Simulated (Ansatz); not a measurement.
## Run report: Al₁₆Au, single-point calculation

The run: single-point calculation of Al₁₆Au (slab, 17 atoms in the cell). Method and program: DFT PBE+D3(BJ), scalar-relativistic, plane waves, PAW, no spin polarisation (Ansatz 0.2.0).

The structure derives from an entry of the Crystallography Open Database. Figures and captions count atoms from 1; the log counts them from 0 in places.

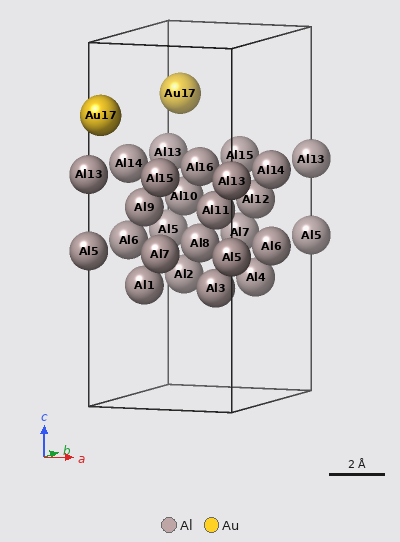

The structure (spheres-only view of the cell of the calculation, with the vacuum cut short, seen slightly off an axis; atoms are numbered from 1 in the order of the input).

### The input
```yaml
crystal:
  lattice:
    - [5.6324246412, 0.0, 0.0]
    - [0.0, 7.9654513166, 0.0]
    - [0.0, 0.0, 21.2293510975]
  atoms:
    - { symbol: Al, position: [0.25, 0.25, 0.1884183827] }
    - { symbol: Al, position: [0.25, 0.75, 0.1884183827] }
    - { symbol: Al, position: [0.75, 0.25, 0.1884183827] }
    - { symbol: Al, position: [0.75, 0.75, 0.1884183827] }
    - { symbol: Al, position: [0.0, 0.0, 0.2547466541] }
    - { symbol: Al, position: [0.0, 0.5, 0.2547466541] }
    - { symbol: Al, position: [0.5, 0.0, 0.2547466541] }
    - { symbol: Al, position: [0.5, 0.5, 0.2547466541] }
    - { symbol: Al, position: [0.25, 0.25, 0.3240951258] }
    - { symbol: Al, position: [0.25, 0.75, 0.3240951258] }
    - { symbol: Al, position: [0.75, 0.25, 0.3240951258] }
    - { symbol: Al, position: [0.75, 0.75, 0.3240951258] }
    - { symbol: Al, position: [0.0, 0.0, 0.3876402562] }
    - { symbol: Al, position: [0.0, 0.5, 0.3876402562] }
    - { symbol: Al, position: [0.5, 0.0, 0.3876402562] }
    - { symbol: Al, position: [0.5, 0.5, 0.3876402562] }
    - { symbol: Au, position: [0.0833333333, 0.0, 0.4912703667] }
basis:
  ecutwfc: 420
kpoints:
  mp_grid: { grid: [5, 4, 1] }
hamiltonian:
  xc: pbe
  dispersion: d3bj
scf:
  occupations: { method: gaussian, width: 0.1 }
output:
  forces: true
  eigenvalues: true
  write_density: true
  write_potential: true
  elf: true
  volumetric_format: npy
efield:
  axis: 3
  dipole_correction: true
  ramp_width: 0.04
```

Run as:
```bash
ansatz run input.yaml --threads 1 --pin off --max-ram 3072MiB --backend cpu --events-out ev --progress --plain --runs-dir out
```

### The program's output
```
Engine: ansatz 0.2.0, x86_64-unknown-linux-gnu
Pseudopotentials: kind: paw
Pseudopotential: Al, paw, valence charge 3, recommended cutoff 420 eV (normal), Al.paw.azcp
Pseudopotential: Au, paw, valence charge 19, recommended cutoff 420 eV (normal), Au.paw.azcp
Functional definition: PBE
  parameter kappa = 0.804
  parameter beta = 0.06672455060314922
  exchange = pbe_x(kappa = kappa, mu = beta*pi^2/3)
  correlation = pbe_c(beta = beta)
Crystal: 17 atoms, lattice volume = 952.451 Å³
Basis set: ecut = 420 eV, 18655 PW (Γ), exchange–correlation on 80×108×288 points (8 copies of the dense FFT grid, shifted against one another)
Bands: 51, of which v1, the nominal top of the filled ones, is band 34 counted from 1 (33 counted from 0)
Symmetry: 2 space group operations
Space group: Pm (ITA 6), of the structure as read, at distance tolerance 9.8e-5 Å
k-points: 9 of 20 (time reversal used)
Non-local potential: Al, projectors of the file, l = 0: 2, l = 1: 2, l = 2: 1
Non-local potential: Au, projectors of the file, l = 0: 3, l = 1: 2, l = 2: 2, l = 3: 1
PAW form: soft (Blöchl's): semilocal exchange-correlation on the pseudo side does not see the compensation charge
PAW one-centre angular grid: Al, 110 points (default); XC on 64 Gauss nodes
PAW one-centre angular grid: Au, 590 points (default); XC on 64 Gauss nodes
Initial density: superposition of atomic densities (neutral atoms: chi_scale 0, normalization atom), corrected by the library's trained network
Initial wavefunctions: pseudopotential atomic-orbital guess
Functional: x = pbe(κ = 0.804, μ = 0.2195149727645171), c = pbe(β = 0.06672455060314922)
SCF iter   1: F=—  HF=-21747.234583 eV  |F-HF|=—  |Δ(HF+E_count)|=         —  Δρ=1.75e-3  dr2=1.14e-1  ethr=1.77e-3  p=-0.067 e·Å  D=-1.27e-2 V/Å  ΔV_dip=0.27 eV  dr2_dipole=8.56e-4  V_vac-E_F(+/−)=4.23/3.96 eV  ⟨swp⟩=15.9  Hψ=3070  notcnv=0
efield: sawtooth ramp at fractional position 0.8198 (placed from the atoms, in the widest stretch of the axis that holds none; the zero of the levels goes with the place), width 0.0400; the density the first Hamiltonian is built on has a dipole p = -0.067 e·Å; the dipole correction subtracts the counter field D = -1.27e-2 V/Å, which shifts the + side's vacuum level by +0.27 eV against the − side's; the planar-averaged density in the ramp window peaks in size at 3.3e-5 e/Å³
preconditioner: auto → LDOS  [metal: Δε(μ)=0.029 eV  Ē_g=5.932 eV  σ=0.100 eV  W_gap=0.16  n_scr=88 (ndim 8)  ℏωp=9.2 eV  f_vac=0.548  D(μ)=7.93/eV (n_scr^D=28)  β→1.0]
SCF iter   2: F=—  HF=-21747.222565 eV  |F-HF|=—  |Δ(HF+E_count)|=   1.20e-2  Δρ=9.88e-4  dr2=2.30e-2  ethr=1.70e-4  p=-0.057 e·Å  D=-1.07e-2 V/Å  ΔV_dip=0.23 eV  dr2_dipole=1.63e-4  V_vac-E_F(+/−)=4.29/4.06 eV  ⟨swp⟩=2.0  Hψ=749  notcnv=0  defer=25
SCF iter   3: F=—  HF=-21747.220467 eV  |F-HF|=—  |Δ(HF+E_count)|=   2.10e-3  Δρ=5.42e-4  dr2=7.05e-3  ethr=3.43e-5  p=-0.053 e·Å  D=-1.00e-2 V/Å  ΔV_dip=0.21 eV  dr2_dipole=2.29e-4  V_vac-E_F(+/−)=4.27/4.06 eV  ⟨swp⟩=2.9  Hψ=695  notcnv=0  defer=25
SCF iter   4: F=—  HF=-21747.218909 eV  |F-HF|=—  |Δ(HF+E_count)|=   1.56e-3  Δρ=1.17e-4  dr2=4.30e-4  ethr=1.05e-5  p=-0.057 e·Å  D=-1.07e-2 V/Å  ΔV_dip=0.23 eV  dr2_dipole=2.08e-5  V_vac-E_F(+/−)=4.29/4.06 eV  ⟨swp⟩=2.3  Hψ=625  notcnv=0  defer=25
SCF iter   5: F=—  HF=-21747.218887 eV  |F-HF|=—  |Δ(HF+E_count)|=   2.22e-5  Δρ=5.06e-5  dr2=4.72e-5  ethr=6.42e-7  p=-0.057 e·Å  D=-1.08e-2 V/Å  ΔV_dip=0.23 eV  dr2_dipole=5.52e-6  V_vac-E_F(+/−)=4.29/4.06 eV  ⟨swp⟩=2.0  Hψ=640  notcnv=0  defer=25
SCF iter   6: F=—  HF=-21747.219510 eV  |F-HF|=—  |Δ(HF+E_count)|=   6.23e-4  Δρ=1.77e-5  dr2=5.80e-6  ethr=7.05e-8  p=-0.057 e·Å  D=-1.09e-2 V/Å  ΔV_dip=0.23 eV  dr2_dipole=8.13e-7  V_vac-E_F(+/−)=4.30/4.07 eV  ⟨swp⟩=2.0  Hψ=733  notcnv=0  defer=15
SCF iter   7: F=—  HF=-21747.219510 eV  |F-HF|=—  |Δ(HF+E_count)|=   5.40e-7  Δρ=3.85e-6  dr2=2.46e-7  ethr=8.66e-9  p=-0.058 e·Å  D=-1.09e-2 V/Å  ΔV_dip=0.23 eV  dr2_dipole=2.69e-8  V_vac-E_F(+/−)=4.30/4.07 eV  ⟨swp⟩=2.3  Hψ=624  notcnv=0  defer=14
SCF iter   8: F=-21747.219511 eV  HF=-21747.219511 eV  |F-HF|=3.43e-8  |Δ(HF+E_count)|=   4.60e-7  Δρ=1.39e-6  dr2=3.55e-8  ethr=1.49e-10  p=-0.058 e·Å  D=-1.09e-2 V/Å  ΔV_dip=0.23 eV  dr2_dipole=1.70e-9  V_vac-E_F(+/−)=4.30/4.07 eV  ⟨swp⟩=31.2  Hψ=4524  notcnv=0
SCF 1 converged in 8 iterations: F = -21747.219511 eV  dr2 = 3.55e-8
  greatest PAW one-centre occupation: 1.000 electrons in one spin orbital (limit 2), on the Au atom at site 16 (counted from 0), in its partial waves of l = 0
```

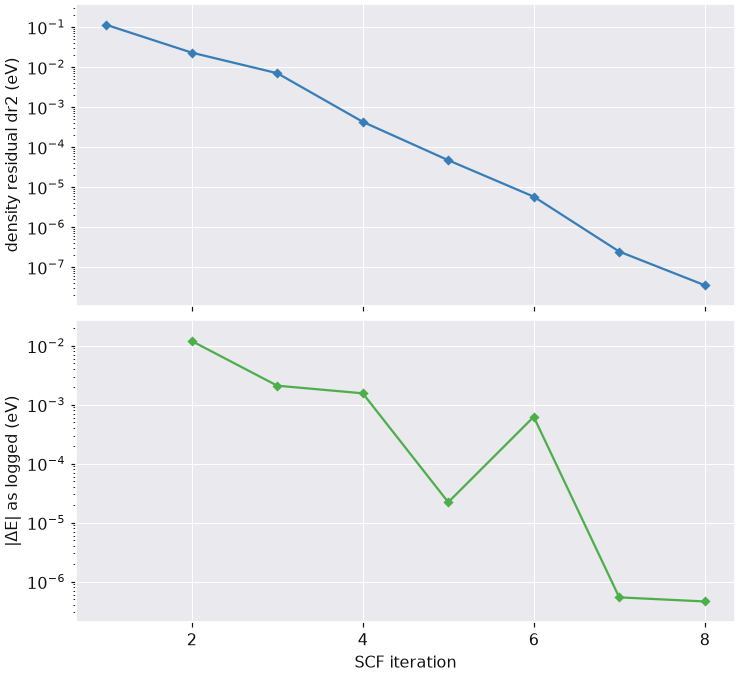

Convergence of the self-consistent field: density residual dr2 and size of the energy change against the SCF iteration. The residual falls at every step.

```
WARN: The output density's exchange-correlation potential varies sharply where the density is thin. Do not read a vacuum level from v_tot or v_xc, or from such a field of the output density. On a cell that repeats whose density bears no net charge and no dipole along the vacuum's axis use v_es (v_loc + v_h of the components); under efield.dipole_correction with no amplitude use v_es + v_field, which holds any external_charges[].barrier, or the levels of the report's work_function block, which leave it out; under a non-zero efield.amplitude the vacuum is tilted and has no level; on a cell that repeats and bears such a dipole with no correction it is tilted too, and efield.dipole_correction with no amplitude gives each side of its ramp a level where efield: is served; in a cell that repeats whose density bears a net charge (total_charge, or a fill off its count) it is curved and has none; of a slab under crystal.periodic whose density bears no net charge use v_es, which has a level on each side, short of where the two are joined; of another it falls or rises all the way out and has none; of a slab beside external_charges read slab_vacuum_level instead, which it has where they leave it neutral. The grid or the basis barely resolves most such structure, and the values can differ between equally converged runs; as a rule a tighter scf.convergence.dr2_threshold does not remove it. Where the density itself ripples (under the LDA too) a higher basis.ecutwfc lessens it. The files hold the spikes' plane waves up to the density's cutoff. Files: v_tot_of_output_density and the like, and their columns of v_z.tsv (output.write_potential); v_xc_of_output_density and the like, and their columns of v_comp_z.tsv (output.write_potential_components). Measured: with its Gaussian average of σ = 0.25 Å subtracted twice, the exchange-correlation potential is over 0.1 eV at 243 of the grid points where the equally averaged density (valence and model cores) is under 1e-3 e/Å³, and 0.318 eV at the most among them, at an averaged density of 1.0e-3 e/Å³. The input density's (outcome.potential() and, of a run that writes arrays, v_tot and v_xc) is over 0.1 eV, so measured, at 202 points of its own thin density, 0.317 eV at the most. See output.write_potential in the manual, Limitations
SCF converged after 8 iterations
Free energy (F): -21747.219511 eV
Harris-Foulkes:  -21747.219511 eV  (|F-HF|=3.43e-8)
Internal energy: -21747.177099 eV  (E = F + TS)
E sigma→0 (E₀):  -21747.198305 eV
Entropy (-TS):   -0.042411 eV (-2.495 meV/atom)
Fermi energy:    -0.337840 eV
Dipole field:    D = -0.010965 V/Å  (p = -0.057713 e·Å, saw-weighted, corrected)
Work function:   Φ+ = 4.2980 eV   Φ− = 4.0652 eV
Levels:          The Fermi level and band energies are counted from a zero that moves with the ramp; work functions are not
--- Per-component energies (eV) ---
  E_band       = -802.501820
  E_kinetic    = 952.356303
  E_local      = -16151.561540  (includes V_loc(G=0)·N_el)
  E_nonlocal   = 242.614533
  E_hartree    = 7648.591544
  E_xc         = -850.709088
  E_vxc        = -720.439235  (∫ρ·V_xc dr)
  E_paw        = -17185.019212  (= ΣΔE_a)
  E_vpaw       = -422.750206  (= ΣTr[D̂ρ^β])
  E_aug_tail   = 0.001386  (compensation charges beyond the density's cutoff)
  E_efield     = 0.000316  (sawtooth field / dipole correction)
  E_vefield    = 0.099182  (∫n·V_field dr)
  E_ewald      = 3600.213012
  E_disp       = -3.664353  (pairwise vdW)
  E_smearing   = -0.042411  (= −TS)
  E_closure    = 0.000000  (closes the sum)
  Σ components = -21747.219511   (vs F -21747.219511, Δ=0.00e0)
--- Forces (eV/Å), atoms counted from 1 ---
  atom   1  Al     0.02402476     0.00246029     0.17817428
  atom   2  Al     0.02402476    -0.00246029     0.17817428
  atom   3  Al    -0.00585823     0.01771075     0.16669910
  atom   4  Al    -0.00585823    -0.01771075     0.16669910
  atom   5  Al    -0.09499589     0.00000000    -0.18489987
  atom   6  Al    -0.03338286     0.00000000    -0.08810676
  atom   7  Al     0.11240715     0.00000000    -0.12414422
  atom   8  Al     0.01472949     0.00000000    -0.08167013
  atom   9  Al     0.08082931    -0.02538367    -0.07819960
  atom  10  Al     0.08082931     0.02538367    -0.07819960
  atom  11  Al    -0.05697838    -0.06934908    -0.06885296
  atom  12  Al    -0.05697838     0.06934908    -0.06885296
  atom  13  Al    -0.57447842     0.00000000    -1.15998690
  atom  14  Al    -0.00134510     0.00000000     0.04257866
  atom  15  Al     0.00538131     0.00000000     0.19416740
  atom  16  Al    -0.00466972     0.00000000    -0.00654829
  atom  17  Au     0.49227986     0.00000000     1.01302320
  max |Σ_I F_I| component: 5.47e-5 eV/Å
--- Band table (eV; the first three rows and the last of 9) ---
  k-point 0: bands = ["-105.0817", "-56.8237", "-56.4203", "-56.3858", "-10.7875", "-8.5631", "-8.4788", "-8.3864", "-6.3856", "-6.2289", "-6.1968", "-6.1194", "-5.3980", "-4.5570", "-4.4364", "-4.2305", "-4.1031", "-3.9460", "-3.8424", "-3.7675", "-3.7122", "-3.5218", "-3.4198", "-3.3050", "-2.9596", "-2.6990", "-2.4250", "-2.3047", "-2.0608", "-1.9408", "-1.0708", "-1.0603", "-0.9039", "-0.7346", "-0.4524", "-0.1919", "-0.1212", "0.7634", "0.8968", "1.4300", "1.5532", "1.6505", "1.6923", "1.7152", "1.7902", "1.8303", "2.2346", "2.5131", "2.6240", "3.0696", "3.4599"]
  k-point 1: bands = ["-105.0817", "-56.8237", "-56.4203", "-56.3858", "-10.6434", "-9.4997", "-8.2611", "-7.4694", "-6.8814", "-6.1445", "-6.0836", "-5.6353", "-5.0205", "-4.9957", "-4.9463", "-4.4081", "-4.2481", "-4.0557", "-3.8351", "-3.6254", "-3.4934", "-3.4861", "-3.3099", "-3.2685", "-2.9123", "-2.8562", "-2.5958", "-2.4127", "-2.3291", "-1.8198", "-1.4311", "-0.7254", "-0.3710", "-0.3443", "-0.3072", "-0.0530", "0.4106", "0.4655", "0.5038", "0.7989", "0.9120", "0.9696", "1.5011", "1.9818", "2.1926", "2.3868", "2.4657", "2.6455", "2.7196", "2.8567", "2.9107"]
  k-point 2: bands = ["-105.0817", "-56.8237", "-56.4203", "-56.3858", "-10.2170", "-10.2081", "-7.9240", "-7.7993", "-5.8578", "-5.6952", "-5.6859", "-5.6596", "-5.6340", "-5.6271", "-5.4009", "-4.6080", "-4.2899", "-4.1168", "-4.0006", "-3.3877", "-3.3837", "-3.3001", "-3.2384", "-3.1686", "-3.0604", "-2.9814", "-2.8997", "-2.5180", "-1.5839", "-1.2227", "-1.2157", "-1.1773", "-1.1681", "-0.4886", "-0.0735", "-0.0463", "-0.0073", "0.3385", "0.7491", "0.8574", "1.3735", "1.3843", "1.3844", "1.3958", "1.5996", "2.2699", "2.6016", "2.7795", "2.8563", "2.8635", "3.1762"]
  k-point 8: bands = ["-105.0817", "-56.8237", "-56.4203", "-56.3858", "-9.4826", "-9.4702", "-8.5666", "-8.5538", "-7.2320", "-7.0690", "-6.3387", "-6.1641", "-5.1411", "-4.9363", "-4.8802", "-4.2563", "-4.1346", "-4.0136", "-3.9172", "-3.8120", "-3.5650", "-3.3245", "-3.3036", "-2.9882", "-2.8907", "-2.3267", "-2.2552", "-1.9480", "-1.4610", "-1.4476", "-1.4252", "-1.3978", "-0.9253", "-0.3657", "0.1105", "0.6127", "0.9717", "1.0636", "1.2090", "1.2401", "1.4716", "1.5996", "2.1531", "2.2144", "2.2784", "2.4678", "2.9188", "2.9296", "3.1261", "3.2834", "3.6713"]
```

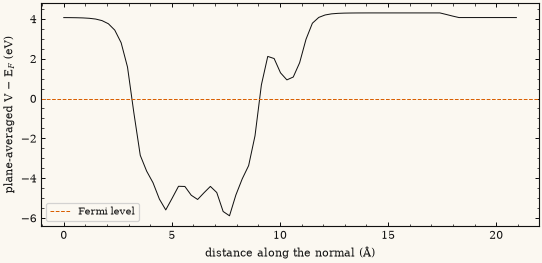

Plane average of the electrostatic potential energy of an electron across the cell, from the Fermi level. The vacuum level lies 4.30 eV above the Fermi level on the upper side and 4.07 eV on the lower.

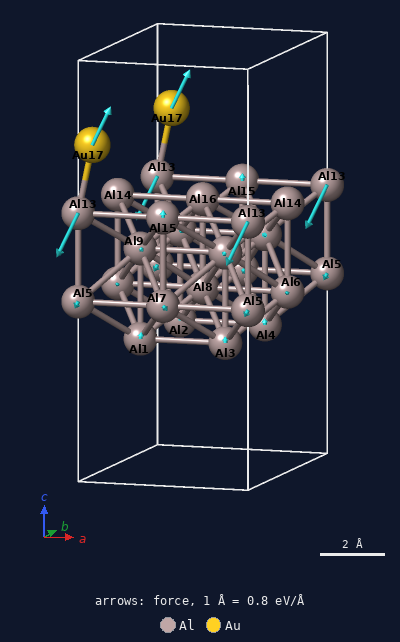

Forces on the atoms as teal arrows (ball-and-stick view of the cell of the calculation, with the vacuum cut short, seen slightly off an axis; atoms are numbered from 1 in the order of the input); the smallest are left out. The largest act on Al13 (1.29 eV/Å); Au17 (1.13 eV/Å). The geometry is not a stationary point of this energy.

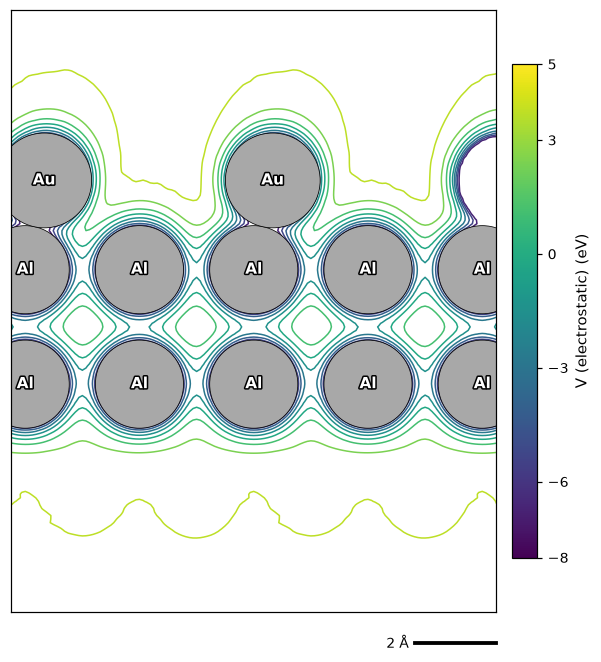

Electrostatic potential energy of an electron on the (010) plane of the calculation cell, a cut from vacuum to vacuum. Grey discs, where drawn, cover atomic cores. Atoms in the plane: Al and Au. Core electrons are frozen (PAW), so the fields are smoothed inside the atomic spheres.

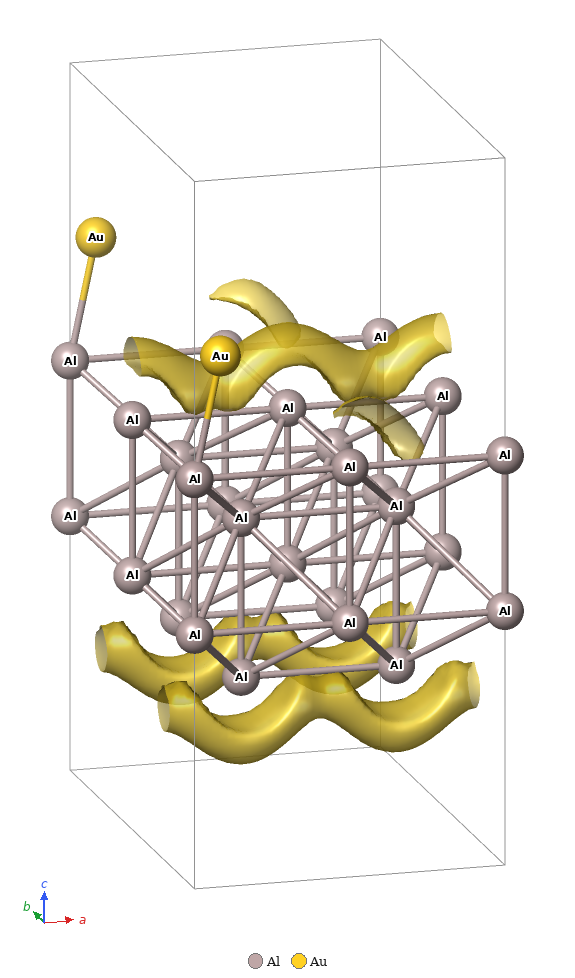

Isosurface of the ELF at 0.8 (yellow), seen slightly off an axis. Only the valence region is drawn (cores and ρ < 0.01 e/Å³ removed). Sticks mark near contacts. Counts are for one cell; the picture repeats the cell along the surface. Along the contacts the grid gives the following. Al–Au (2.25 Å): the ELF peaks at about 0.65 between the atoms. Al–Al (2.79 Å): the ELF peaks at about 0.75 between the atoms, which marks a shared electron pair.

### Key numbers

| quantity | value |
| --- | --- |
| outcome | converged |
| electrons treated | 67 |
| free energy | −21747.2195 eV |
| work function, top face | 4.30 eV |
| work function, bottom face | 4.07 eV |
| Fermi energy | −0.338 eV |
| gap on the k-point mesh | none (metallic) |
| work function (upper face) | 4.30 eV |
| largest force (length of the vector) | 1.294 eV/Å |
| hardware | 1 thread of Intel Xeon (Granite Rapids), 32 GiB of memory available, shared host |
| wall time | 29 s |
| peak memory | 0.98 GiB |

### Notes

The program warns: the exchange-correlation potential is rough where the density is thin. Spin–orbit coupling is left out, which matters for Au.
